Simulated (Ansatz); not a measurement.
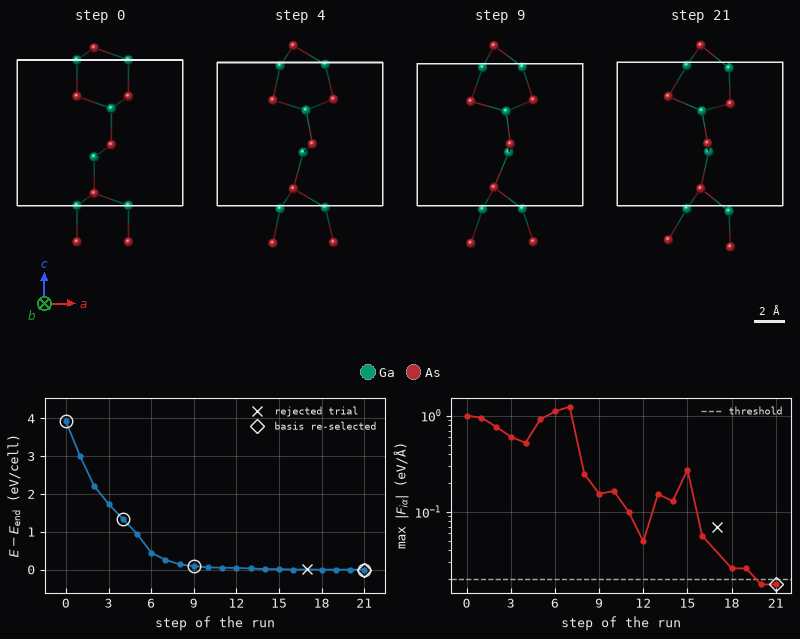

Frames of a relaxation of a wire of composition GaAs, marked on the history of the run. A ball-and-stick model of the cell of the calculation, with the vacuum cut short, seen along the b axis.

Case: wire along [1 1 1], 12 atoms a period.

The calculation used DFT PBE, scalar-relativistic, plane waves, PAW in Ansatz.

Input file:
```yaml
crystal:
  lattice:
    - [12.5, 0.0, 0.0]
    - [0.0, 13.4, 0.0]
    - [0.0, 0.0, 9.9512979906]
  atoms:
    - { symbol: Ga, position: [0.6407326058, 0.5, 0.0], spin: 0.3 }
    - { symbol: As, position: [0.5469108686, 0.3484104331, 0.4166666667], spin: 0.3 }
    - { symbol: As, position: [0.3592673942, 0.6515895669, 0.75], spin: 0.3 }
    - { symbol: Ga, position: [0.4530891314, 0.5, 0.3333333333], spin: 0.3 }
    - { symbol: As, position: [0.5469108686, 0.6515895669, 0.4166666667], spin: 0.3 }
    - { symbol: As, position: [0.3592673942, 0.3484104331, 0.75], spin: 0.3 }
    - { symbol: Ga, position: [0.3592673942, 0.3484104331, 0.0], spin: 0.3 }
    - { symbol: Ga, position: [0.5469108686, 0.6515895669, 0.6666666667], spin: 0.3 }
    - { symbol: As, position: [0.4530891314, 0.5, 0.0833333333], spin: 0.3 }
    - { symbol: Ga, position: [0.3592673942, 0.6515895669, 0.0], spin: 0.3 }
    - { symbol: Ga, position: [0.5469108686, 0.3484104331, 0.6666666667], spin: 0.3 }
    - { symbol: As, position: [0.6407326058, 0.5, 0.75], spin: 0.3 }
basis:
  ecutwfc: 420
kpoints:
  mp_grid: { grid: [1, 1, 6] }
hamiltonian:
  xc: pbe
scf:
  occupations: { method: gaussian, width: 0.05 }
output:
  forces: true
  stress: true
  eigenvalues: true
  populations: true
  write_density: true
  write_potential: true
  elf: true
  volumetric_format: npy
magnetization:
  spin_polarized: true
relax:
  adjacent_minimum: "off"
  f_tol: 0.02
  max_steps: 45
  cell: { fix: [a, b, alpha, beta, gamma], stress_tol: 0.03 }
```

Launched with:
```bash
ansatz run input.yaml --threads 4 --pin off --max-ram 11264MiB --backend cpu --events-out ev --progress --plain --runs-dir out
```

> What happens along the run?

Over 19 accepted moves (21 points after the start) the energy falls by 3.920 eV per cell of the calculation. Largest force component: 1 eV/Å at the start, 0.018 eV/Å at the end. The line search rejected the trial step at point 17 of the run. At 1 point the geometry stayed and the basis and grid were re-selected for the new cell (energy shift of 0.8 meV per cell of the calculation at most each time). Ga4 moves most relative to the centre of the atoms: 1.08 Å. Largest moves by element: Ga 1.08 Å, As 1.03 Å. Along the periodic axis the drawn cell goes c 9.951 → 9.792 Å (−1.6 %). Among the contacts that change: As3–As6 4.063 → 2.386 Å, As2–Ga4 2.488 → 2.385 Å, Ga4–As9 2.488 → 2.588 Å, As2–Ga11 2.488 → 2.399 Å. New bonds form, among them: As3–As6 (4.06 → 2.39 Å). Among the angles between lasting bonds that change: As2–Ga4–As5 109.5° → 152.0°, Ga8–As12–Ga11 109.5° → 72.6°, Ga7–As6–Ga11 109.5° → 81.0°. The program noted that the starting moments weren't kept. From step 0 to 4: Ga4 moves most (0.72 Å), energy −2.580 eV per cell of the calculation. From step 4 to 9: As atoms move most (0.53 Å), energy −1.248 eV per cell of the calculation. From step 9 to 21: Ga1 moves most (0.49 Å), energy −92.1 meV per cell of the calculation.
